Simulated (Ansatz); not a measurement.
## Electronic structure of Cu16H (slab) in real space

Input

```
crystal:
  lattice:
    - [5.1332392107, 0.0, 0.0]
    - [-2.5666196053, 4.4455155601, 0.0]
    - [0.0, 0.0, 25.2869083969]
  atoms:
    - { symbol: Cu, position: [0.3333333333, 0.1666666667, 0.3361423178] }
    - { symbol: Cu, position: [0.3333333333, 0.6666666667, 0.3361423178] }
    - { symbol: Cu, position: [0.8333333333, 0.1666666667, 0.3361423178] }
    - { symbol: Cu, position: [0.8333333333, 0.6666666667, 0.3361423178] }
    - { symbol: Cu, position: [0.6666666667, 0.3333333333, 0.4190166693] }
    - { symbol: Cu, position: [0.6666666667, 0.8333333333, 0.4190166693] }
    - { symbol: Cu, position: [0.1666666667, 0.3333333333, 0.4190166693] }
    - { symbol: Cu, position: [0.1666666667, 0.8333333333, 0.4190166693] }
    - { symbol: Cu, position: [0.0, 0.5, 0.5006798476] }
    - { symbol: Cu, position: [0.0, 0.0, 0.5006798476] }
    - { symbol: Cu, position: [0.5, 0.5, 0.5006798476] }
    - { symbol: Cu, position: [0.5, 0.0, 0.5006798476] }
    - { symbol: Cu, position: [0.3333333333, 0.6666666667, 0.5823943316] }
    - { symbol: Cu, position: [0.3333333333, 0.1666666667, 0.5823943316] }
    - { symbol: Cu, position: [0.8333333333, 0.6666666667, 0.5823943316] }
    - { symbol: Cu, position: [0.8333333333, 0.1666666667, 0.5823943316] }
    - { symbol: H, position: [0.1666666667, 0.3333333333, 0.6092857171] }
basis:
  ecutwfc: 420
kpoints:
  mp_grid: { grid: [6, 6, 1] }
hamiltonian:
  xc: pbe
scf:
  occupations: { method: gaussian, width: 0.1 }
output:
  forces: true
  eigenvalues: true
  write_density: true
  write_potential: true
  elf: true
  volumetric_format: npy
relax:
  adjacent_minimum: "off"
  f_tol: 0.03
  max_steps: 70
  constraints: [{ sites: [0, 1, 2, 3, 4, 5, 6, 7] }]
efield:
  axis: 3
  dipole_correction: true
```

Launched as:

```sh
ansatz run input.yaml --threads 4 --pin off --max-ram 10240MiB --backend cpu --events-out ev --progress --plain --runs-dir out
```

The fields are those of the run's last geometry, not of the input's.

Computed without spin polarisation.

These are results of DFT PBE, scalar-relativistic, plane waves, PAW (Ansatz), not measurements.

The density is the valence pseudo-density of a PAW calculation; it isn't the true density close to the nuclei.

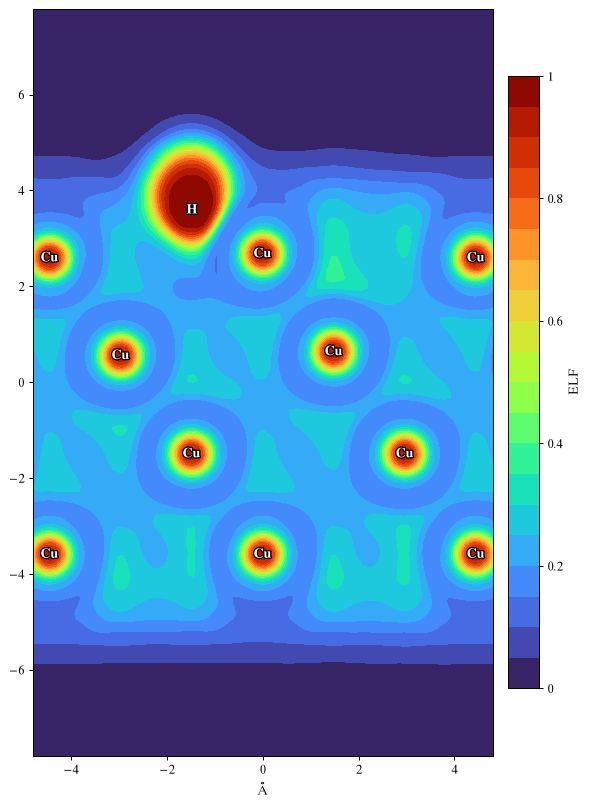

Figure 1. ELF on the (110) plane of the calculation cell, a cut from vacuum to vacuum.

**What do the fields say about this system?**

- The plane passes through Cu and H nuclei.
- Cu–H (1.74 Å): the ELF climbs to about 1 towards the hydrogen.
- Cu–Cu (2.53 Å): the ELF is about 0.20 at the midpoint; no localised pair shows between them.
- Cu–Cu (2.57 Å): the ELF is about 0.20 at the midpoint; no shared electron pair shows on this line.
- The features right at Cu lie inside the PAW spheres, where the map follows smoothed inner orbitals and isn't to be read closely.

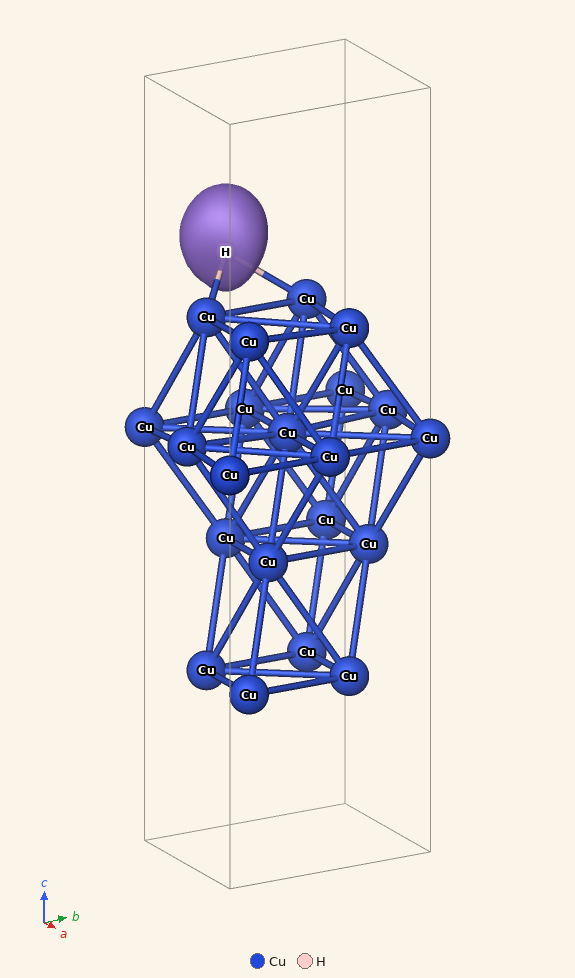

Figure 2. Isosurface of the electron localisation function at 0.6 (purple), seen slightly off an axis. Only the valence region is drawn (cores and ρ < 0.01 e/Å³ removed). Sticks mark near contacts.

**Describe the localisation domains.**

The ELF exceeds this value in one region around a hydrogen nucleus, counted in one cell of 17 atoms. Counts are for one cell; the picture repeats the cell along the surface.


 Cu–Cu (2.52 Å): the ELF is about 0.20 at the midpoint: no localised pair shows between them.

**Does the calculation make it a metal, or give it a gap?**

It is metallic or semimetallic at this level of theory: no gap opens.
